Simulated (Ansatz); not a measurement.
W₁₄Se₂₇: single-point calculation (part 1 of 2)

The run: single-point calculation of W₁₄Se₂₇ (defect cell, 41 atoms in the cell). Method and program: DFT, PBE, dispersion d3bj, plane waves, PAW, no spin polarisation (Ansatz 0.2.0).

The structure derives from a Materials Project entry.

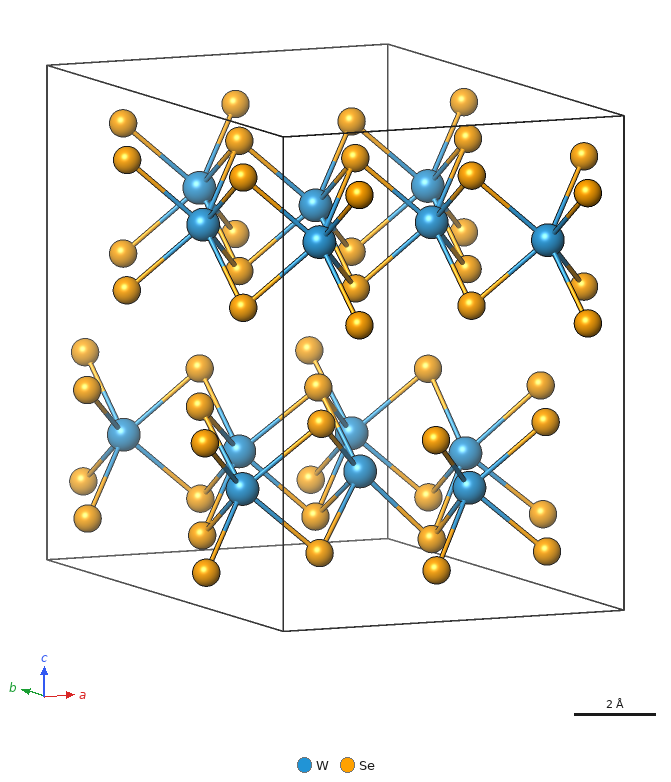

*The structure as given in the input (ball-and-stick view of the cell of the calculation, seen at an oblique angle; bonded neighbours outside the cell are drawn too). An atom can appear more than once, as a periodic image.*

Near neighbours in the periodic cell (some may lie outside the picture): W has 5 Se at 2.51 to 2.55 Å; W has 6 Se at 2.52 to 2.57 Å; Se has 3 W at 2.51 to 2.57 Å.

The input:
```yaml
crystal:
  lattice:
    - [1.639520277, -8.5191972597, 0.0]
    - [6.5580811083, 5.6794648397, 0.0]
    - [0.0, 0.0, 12.7928245273]
  atoms:
    - { symbol: W, position: [0.8901529432, 0.5127036596, 0.2480077145] }
    - { symbol: W, position: [0.4872963404, 0.3774492836, 0.2480077145] }
    - { symbol: W, position: [0.0466907815, 0.2397829366, 0.2513356215] }
    - { symbol: W, position: [0.7602170634, 0.8069078449, 0.2513356215] }
    - { symbol: W, position: [0.3333333333, 0.6666666667, 0.2531684548] }
    - { symbol: W, position: [0.6225507164, 0.1098470568, 0.2480077145] }
    - { symbol: W, position: [0.1930921551, 0.9533092185, 0.2513356215] }
    - { symbol: W, position: [0.6666666667, 0.3333333333, 0.7505521334] }
    - { symbol: W, position: [0.2381350618, 0.1904360768, 0.7496204781] }
    - { symbol: W, position: [0.8095639232, 0.047698985, 0.7496204781] }
    - { symbol: W, position: [0.5238166982, 0.6189649479, 0.7495693858] }
    - { symbol: W, position: [0.0951482497, 0.4761833018, 0.7495693858] }
    - { symbol: W, position: [0.3810350521, 0.9048517503, 0.7495693858] }
    - { symbol: W, position: [0.952301015, 0.7618649382, 0.7496204781] }
    - { symbol: Se, position: [0.2461709374, 0.1936129754, 0.3811981076] }
    - { symbol: Se, position: [0.8063870246, 0.052557962, 0.3811981076] }
    - { symbol: Se, position: [0.5259913584, 0.6102195581, 0.3822841826] }
    - { symbol: Se, position: [0.0842281997, 0.4740086416, 0.3822841826] }
    - { symbol: Se, position: [0.3897804419, 0.9157718003, 0.3822841826] }
    - { symbol: Se, position: [0.947442038, 0.7538290626, 0.3811981076] }
    - { symbol: Se, position: [0.9054601406, 0.5243496277, 0.8815219378] }
    - { symbol: Se, position: [0.4756503723, 0.3811105129, 0.8815219378] }
    - { symbol: Se, position: [0.0477322101, 0.2381260271, 0.8813681251] }
    - { symbol: Se, position: [0.7618739729, 0.809606183, 0.8813681251] }
    - { symbol: Se, position: [0.3333333333, 0.6666666667, 0.8812373022] }
    - { symbol: Se, position: [0.6188894871, 0.0945398594, 0.8815219378] }
    - { symbol: Se, position: [0.190393817, 0.9522677899, 0.8813681251] }
    - { symbol: Se, position: [0.6666666667, 0.3333333333, 0.1098146795] }
    - { symbol: Se, position: [0.2404578581, 0.1930227531, 0.1201947686] }
    - { symbol: Se, position: [0.8069772469, 0.047435105, 0.1201947686] }
    - { symbol: Se, position: [0.5210609595, 0.615290246, 0.1206911982] }
    - { symbol: Se, position: [0.0942292865, 0.4789390405, 0.1206911982] }
    - { symbol: Se, position: [0.384709754, 0.9057707135, 0.1206911982] }
    - { symbol: Se, position: [0.952564895, 0.7595421419, 0.1201947686] }
    - { symbol: Se, position: [0.9036675381, 0.5230716086, 0.618220948] }
    - { symbol: Se, position: [0.4769283914, 0.3805959295, 0.618220948] }
    - { symbol: Se, position: [0.0477001675, 0.2381075007, 0.6179002778] }
    - { symbol: Se, position: [0.7618924993, 0.8095926667, 0.6179002778] }
    - { symbol: Se, position: [0.3333333333, 0.6666666667, 0.6178134047] }
    - { symbol: Se, position: [0.6194040705, 0.0963324619, 0.618220948] }
    - { symbol: Se, position: [0.1904073333, 0.9522998325, 0.6179002778] }
  host:
    lattice:
      - [3.2790405541, 0.0, 0.0]
      - [-1.639520277, 2.8397324199, 0.0]
      - [0.0, 0.0, 12.7928245273]
    atoms:
      - { symbol: W, position: [0.6666666667, 0.3333333333, 0.2500158825] }
      - { symbol: W, position: [0.3333333333, 0.6666666667, 0.7499841175] }
      - { symbol: Se, position: [0.3333333333, 0.6666666667, 0.3816757888] }
      - { symbol: Se, position: [0.6666666667, 0.3333333333, 0.8816435852] }
      - { symbol: Se, position: [0.3333333333, 0.6666666667, 0.1183564148] }
      - { symbol: Se, position: [0.6666666667, 0.3333333333, 0.6183242112] }
basis:
  ecutwfc: 420
  xc_grid: 2
  ecutrho_ratio: 8
kpoints:
  mp_grid: { grid: [2, 2, 2], shift: [0.0, 0.0, 0.0] }
hamiltonian:
  xc: pbe
  dispersion: d3bj
scf:
  occupations: { method: gaussian, width: 0.01 }
output:
  forces: true
  eigenvalues: true
```

Command:
```bash
ansatz run input.yaml --threads 4 --pin off --max-ram 10240MiB --backend cpu --events-out ev --progress --plain --runs-dir out
```

The program's output:
```
Engine: ansatz 0.2.0, x86_64-unknown-linux-gnu
Pseudopotentials: kind: paw
Pseudopotential: W, paw, valence charge 14, recommended cutoff 420 eV (normal), W.paw.azcp
Pseudopotential: Se, paw, valence charge 16, recommended cutoff 420 eV (normal), Se.paw.azcp
Functional definition: PBE
  parameter kappa = 0.804
  parameter beta = 0.06672455060314922
  exchange = pbe_x(kappa = kappa, mu = beta*pi^2/3)
  correlation = pbe_c(beta = beta)
Crystal: 41 atoms, lattice volume = 833.851 Å³
Basis set: ecut = 420 eV, 16321 PW (Γ), exchange–correlation on 180×180×250 points (8 copies of the dense FFT grid, shifted against one another)
Bands: 377, of which v1, the nominal top of the filled ones, is band 314 counted from 1 (313 counted from 0)
Symmetry: 3 space group operations
Space group: P3 (ITA 143), of the structure as read, at distance tolerance 9.4e-5 Å
k-points: 4 of 8
Non-local potential: W, projectors of the file, l = 0: 3, l = 1: 2, l = 2: 2, l = 3: 1
Non-local potential: Se, projectors of the file, l = 0: 2, l = 1: 2, l = 2: 3, l = 3: 1
PAW form: soft (Blöchl's): semilocal exchange-correlation on the pseudo side does not see the compensation charge
PAW one-centre angular grid: W, 590 points (default); XC on 64 Gauss nodes
PAW one-centre angular grid: Se, 590 points (default); XC on 64 Gauss nodes
Initial density: superposition of atomic densities (neutral atoms: chi_scale 0, normalization atom), corrected by the library's trained network
Initial wavefunctions: pseudopotential atomic-orbital guess
Functional: x = pbe(κ = 0.804, μ = 0.2195149727645171), c = pbe(β = 0.06672455060314922)
SCF iter   1: F=—  HF=-293091.555153 eV  |F-HF|=—  |Δ(HF+E_count)|=         —  Δρ=5.51e-3  dr2=2.51e-1  ethr=1.77e-3  ⟨swp⟩=6.0  Hψ=5575  notcnv=0  defer=50
preconditioner: auto → Resta (q_TF=auto, 2.602 Å⁻¹)  ε∞=6.5  [insulator: Δε(μ)=0.872 eV  Ē_g=8.603 eV  σ=0.010 eV  W_gap=1.00  n_scr=262 (ndim 8)  ℏωp=20.2 eV  f_vac=0.047  D(μ)=0.00/eV (n_scr^D=0)  ε∞_Penn≈6.5]
SCF iter   2: F=—  HF=-293091.580057 eV  |F-HF|=—  |Δ(HF+E_count)|=   2.49e-2  Δρ=3.08e-3  dr2=6.60e-2  ethr=4.00e-5  ⟨swp⟩=2.5  Hψ=2060  notcnv=0  defer=228
SCF iter   3: F=—  HF=-293091.592845 eV  |F-HF|=—  |Δ(HF+E_count)|=   1.28e-2  Δρ=1.70e-3  dr2=2.19e-2  ethr=1.05e-5  ⟨swp⟩=4.5  Hψ=1702  notcnv=0  defer=176
automatic band count: iteration 3 solves 364 bands in place of 377: the levels show a gap, and the empty bands left out lie too high to hold charge; the band table lists the bands solved (type scf.n_extra_bands for more)
SCF iter   4: F=—  HF=-293091.598864 eV  |F-HF|=—  |Δ(HF+E_count)|=   6.02e-3  Δρ=3.11e-4  dr2=1.34e-3  ethr=3.48e-6  ⟨swp⟩=2.8  Hψ=1818  notcnv=0  defer=174
SCF iter   5: F=—  HF=-293091.599007 eV  |F-HF|=—  |Δ(HF+E_count)|=   1.43e-4  Δρ=1.48e-4  dr2=2.91e-4  ethr=2.13e-7  ⟨swp⟩=2.0  Hψ=1806  notcnv=0  defer=174
SCF iter   6: F=—  HF=-293091.599072 eV  |F-HF|=—  |Δ(HF+E_count)|=   6.50e-5  Δρ=7.45e-5  dr2=1.28e-4  ethr=4.64e-8  ⟨swp⟩=2.5  Hψ=1808  notcnv=0  defer=174
SCF iter   7: F=—  HF=-293091.599078 eV  |F-HF|=—  |Δ(HF+E_count)|=   5.95e-6  Δρ=3.92e-5  dr2=3.27e-5  ethr=2.04e-8  ⟨swp⟩=2.0  Hψ=1664  notcnv=0  defer=174
SCF iter   8: F=—  HF=-293091.599523 eV  |F-HF|=—  |Δ(HF+E_count)|=   4.45e-4  Δρ=1.39e-5  dr2=3.77e-6  ethr=5.21e-9  ⟨swp⟩=2.2  Hψ=1796  notcnv=0  defer=174
SCF iter   9: F=—  HF=-293091.599526 eV  |F-HF|=—  |Δ(HF+E_count)|=   2.64e-6  Δρ=6.18e-6  dr2=8.15e-7  ethr=6.01e-10  ⟨swp⟩=2.5  Hψ=2486  notcnv=0  defer=174
SCF iter  10: F=—  HF=-293091.599526 eV  |F-HF|=—  |Δ(HF+E_count)|=   9.01e-7  Δρ=4.54e-6  dr2=5.59e-7  ethr=1.30e-10  ⟨swp⟩=3.0  Hψ=1969  notcnv=0  defer=174
SCF iter  11: F=—  HF=-293091.599527 eV  |F-HF|=—  |Δ(HF+E_count)|=   1.19e-7  Δρ=2.49e-6  dr2=1.53e-7  ethr=8.91e-11  ⟨swp⟩=2.5  Hψ=1750  notcnv=0  defer=174
SCF iter  12: F=-293091.599527 eV  HF=-293091.599527 eV  |F-HF|=1.51e-8  |Δ(HF+E_count)|=   7.33e-8  Δρ=1.07e-6  dr2=3.64e-8  ethr=1.59e-11  ⟨swp⟩=9.2  Hψ=6146  notcnv=0
SCF 1 converged in 12 iterations: F = -293091.599527 eV  dr2 = 3.64e-8
  greatest PAW one-centre occupation: 1.000 electrons in one spin orbital (limit 2), on the Se atom at site 27 (counted from 0), in its partial waves of l = 2
```

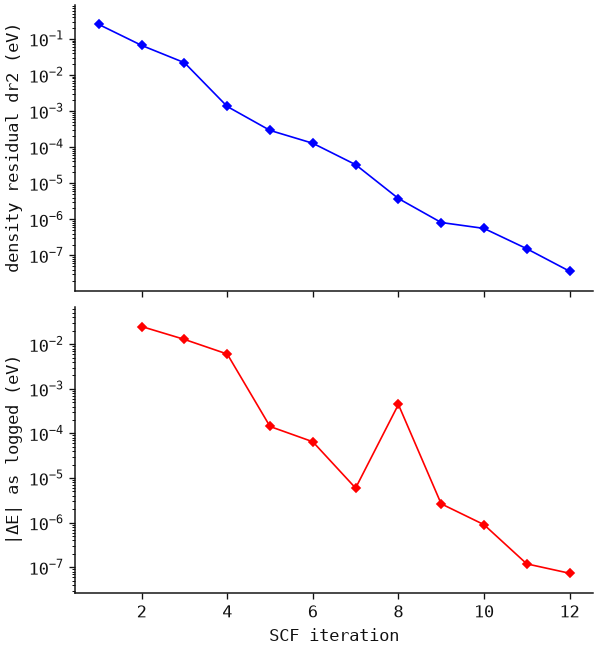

*Convergence of the self-consistent field: density residual dr2 and size of the energy change against the SCF iteration.*

The residual falls at every step.

```
SCF converged after 12 iterations
Free energy (F): -293091.599527 eV
Harris-Foulkes:  -293091.599527 eV  (|F-HF|=1.51e-8)
Internal energy: -293091.599527 eV  (E = F + TS)
E sigma→0 (E₀):  -293091.599527 eV
Fermi energy:    13.326564 eV
--- Per-component energies (eV) ---
  E_band       = -11473.120743
  E_kinetic    = 9527.664193
  E_local      = -77717.924340  (includes V_loc(G=0)·N_el)
  E_nonlocal   = -16061.384417
  E_hartree    = 37320.912262
  E_xc         = -6563.848352
  E_vxc        = -6012.467088  (∫ρ·V_xc dr)
  E_paw        = -171486.669303  (= ΣΔE_a)
  E_vpaw       = 4149.157212  (= ΣTr[D̂ρ^β])
  E_aug_tail   = -0.000065  (compensation charges beyond the density's cutoff)
  E_ewald      = -68091.307040
  E_disp       = -19.042464  (pairwise vdW)
  E_smearing   = -0.000000  (= −TS)
  E_closure    = 0.000000  (closes the sum)
  Σ components = -293091.599527   (vs F -293091.599527, Δ=0.00e0)
--- Forces (eV/Å), atoms counted from 1 ---
  atom   1  W     -0.00749002     0.00335094     0.00603329
  atom   2  W      0.00084301    -0.00816201     0.00603329
  atom   3  W     -0.00042059     0.00145934     0.00714913
  atom   4  W     -0.00105353    -0.00109391     0.00714913
  atom   5  W      0.00000000     0.00000000     0.00903755
  atom   6  W      0.00664701     0.00481108     0.00603329
  atom   7  W      0.00147412    -0.00036542     0.00714913
  atom   8  W      0.00000000    -0.00000000     0.00055152
  atom   9  W     -0.00020611    -0.00002651    -0.00014825
  atom  10  W      0.00012601    -0.00016524    -0.00014825
  atom  11  W      0.00012554     0.00006153     0.00002535
  atom  12  W     -0.00000949    -0.00013948     0.00002535
  atom  13  W     -0.00011605     0.00007796     0.00002535
  atom  14  W      0.00008010     0.00019175    -0.00014825
  atom  15  Se    -0.00283615     0.00316642    -0.00436286
  atom  16  Se    -0.00132413    -0.00403938    -0.00436286
  atom  17  Se     0.00287120     0.00237520    -0.00568314
  atom  18  Se     0.00062138    -0.00367413    -0.00568314
  atom  19  Se    -0.00349258     0.00129894    -0.00568314
  atom  20  Se     0.00416027     0.00087296    -0.00436286
  atom  21  Se    -0.00033899     0.00034075    -0.00037349
  atom  22  Se    -0.00012561    -0.00046395    -0.00037349
  atom  23  Se     0.00012371    -0.00010090     0.00004085
  atom  24  Se     0.00002553     0.00015759     0.00004085
  atom  25  Se     0.00000000     0.00000000    -0.00022039
  atom  26  Se     0.00046459     0.00012320    -0.00037349
  atom  27  Se    -0.00014924    -0.00005668     0.00004085
  atom  28  Se     0.00000000    -0.00000000     0.00417410
  atom  29  Se    -0.00309148     0.00206587    -0.00435435
  atom  30  Se    -0.00024336    -0.00371024    -0.00435435
  atom  31  Se     0.00274528     0.00245498    -0.00377711
  atom  32  Se     0.00075344    -0.00360498    -0.00377711
  atom  33  Se    -0.00349872     0.00114999    -0.00377711
  atom  34  Se     0.00333484     0.00164436    -0.00435435
  atom  35  Se    -0.00035740     0.00023820     0.00042480
  atom  36  Se    -0.00002759    -0.00042862     0.00042480
  atom  37  Se     0.00004642     0.00075779     0.00040186
  atom  38  Se    -0.00067948    -0.00033869     0.00040186
  atom  39  Se     0.00000000    -0.00000000     0.00034932
  atom  40  Se     0.00038499     0.00019042     0.00042480
  atom  41  Se     0.00063305    -0.00041910     0.00040186
  max |Σ_I F_I| component: 2.04e-5 eV/Å
--- Band table (eV) ---
```
